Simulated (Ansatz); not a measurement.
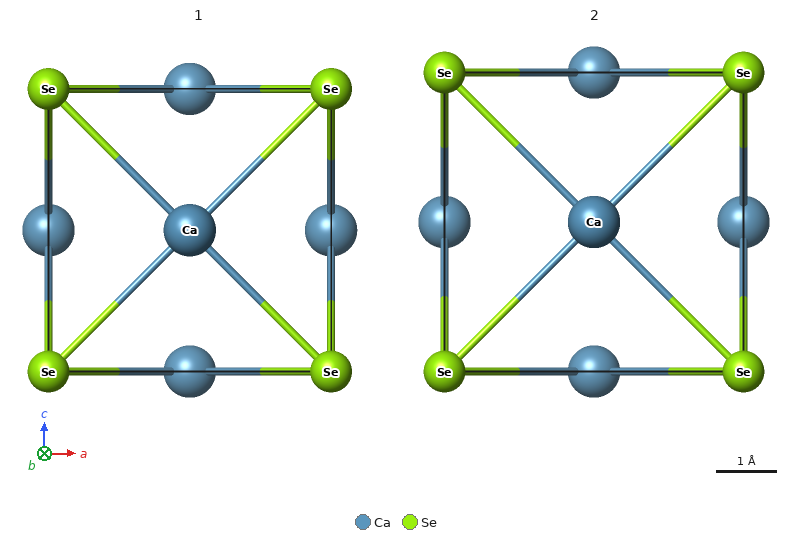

Two geometries of crystalline Ca₃Se (built on the Cu3Au (L1_2)_221 type), drawn at one scale. One is the start of a relaxation, the other its converged end. Style: ball-and-stick. Shown: the cell of the calculation, along the b axis.

Theory: DFT PBE, scalar-relativistic, plane waves, PAW (Ansatz). Set-up: plane-wave cutoff 420 eV; k-point mesh 10 × 10 × 10; occupations gaussian; smearing width 0.1 eV; no spin polarisation; cell and atoms relaxed; force threshold 0.01 eV/Å; at most 80 steps.

Question: Which geometry has the lower energy?

Answer: Structure 2 is the relaxed one. Case: Cu3Au (L1_2) type (Pm-3m, No. 221). Over 3 accepted moves (4 points after the start) the energy falls by 59.9 meV per atom. All forces vanish by symmetry, so only the cell relaxes. Pressure: 4.21 GPa at the start and 0.01 GPa at the end. At 1 point the geometry stayed and the basis and grid were re-selected for the new cell (energy shift of 0.2 meV per atom at most each time). The atoms keep their places relative to the cell (all moves are under 0.005 Å). Cell: a = b = c 4.766 → 5.043 Å (+5.8 %). Volume +18.4 %. Among the contacts that change: Ca–Ca 3.370 → 3.566 Å, Ca–Se 3.370 → 3.566 Å. The space group stays Pm-3m (No. 221). The run took 88 s on 1 thread of AMD EPYC 7R43 64-Core Processor (Zen 3) (shared host), peak memory 0.54 GiB.
